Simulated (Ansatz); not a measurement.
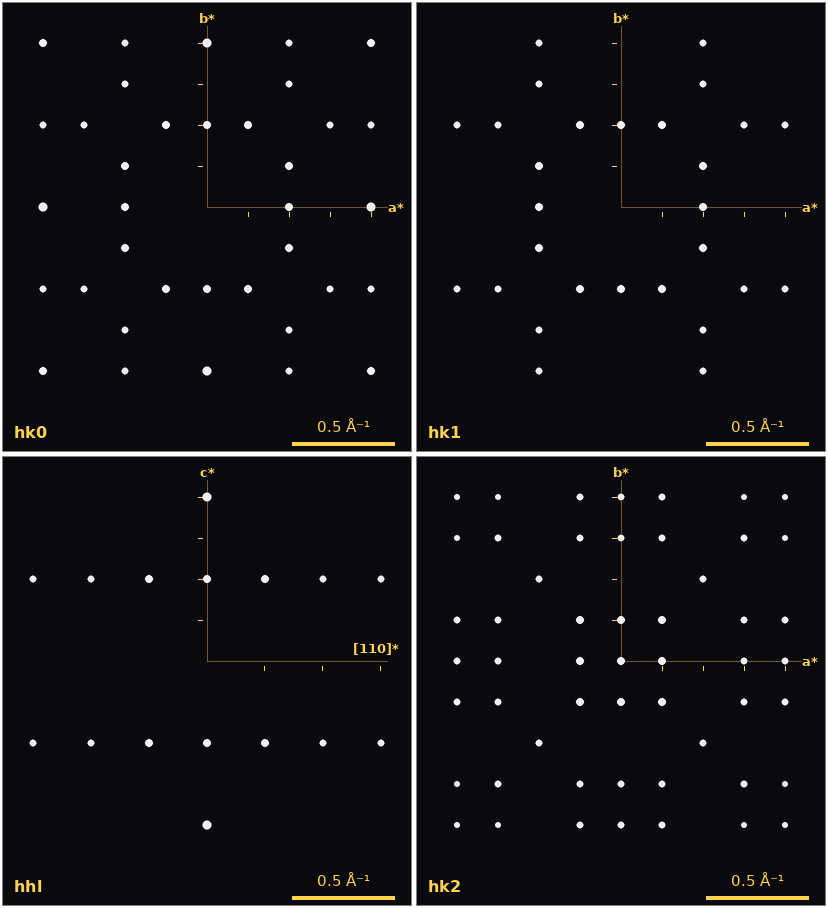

Four undistorted layers of reciprocal space, calculated for a single crystal (X-rays, kinematic |F|², B = 0.5 Å²). Tick marks count the reciprocal lattice steps of the conventional cell along each axis.

The compound is Si. Structure: coordinates from a relaxation with DFT, revPBE, plane waves (420 eV) with PAW, scalar-relativistic in Ansatz; the starting structure was generated, so it need not be a known form of this composition.

### Read the reciprocal cell and give the direct cell.

a* = 0.203, b* = 0.203, c* = 0.203 Å⁻¹; the cell is cubic with a = 4.93 Å.

### List the systematic absences.

Reflections are present only under these conditions. hkl: no condition; hk0: no condition; hhl: l = 2n; h00: h = 2n. The lattice is primitive (P). Further gaps, such as 0 4 1, 4 0 1, 1 4 0, come from atoms on special positions, not from the group's general conditions. A few very weak reflections are below the display threshold.

### Which space groups fit?

The intensities have Laue symmetry m-3m (the hk0 layer shows 4mm, hk1 shows 4mm). With these conditions the candidates are P-43n (No. 218), Pm-3n (No. 223). Diffraction geometry alone does not choose among them; the structure has Pm-3n.
